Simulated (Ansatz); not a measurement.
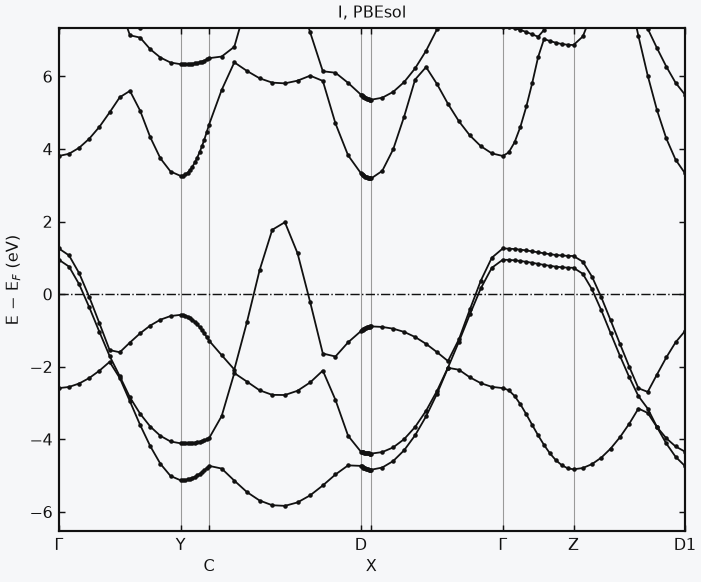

Band structure. Energies are counted from the Fermi level. The path runs straight from each named point to the next.

System: I, space group Fmmm (No. 69), 1 atom in the primitive cell, strain xy of −0.04.

```xyz
1
Lattice="0.0000 2.2710 3.9098 2.1046 0.0000 3.9098 2.1046 2.2710 0.0000" Properties=species:S:1:pos:R:3 pbc="T T T"
I     0.0000    0.0000    0.0000
```

Computed with Ansatz 0.2.0: PBEsol, all-electron LAPW, no spin polarisation, no spin-orbit coupling, 9×9×9 k mesh, Fermi-Dirac smearing of 0.05 eV.

Question: Does this material conduct, going by its bands?

Answer: A metal: 2 bands cross the Fermi level along this path.

Question: Which levels at Y lie nearest to the Fermi level?

Answer: At Y the nearest levels lie 0.57 eV below and 3.26 eV above the Fermi level.

Question: On which lines of the path do bands cross the Fermi level?

Answer: Bands cross the Fermi level on Γ–Y, C–D, X–Γ and Z–D1, and not on Y–C, D–X and Γ–Z.

An odd number of electrons without spin polarisation forces a metal. Spin-orbit coupling is left out, which matters for I. Bands are joined in order of energy, so crossings between the computed points show as kinks or gaps. In reduced coordinates of the cell that was run, Y is (0.5, 0, 0.5), C is (0.5, 0.108, 0.608), D is (0.043, 0.5, 0.543), X is (0, 0.5, 0.5), Z is (0.5, 0.5, 0) and D1 is (0.957, 0.5, 0.457).
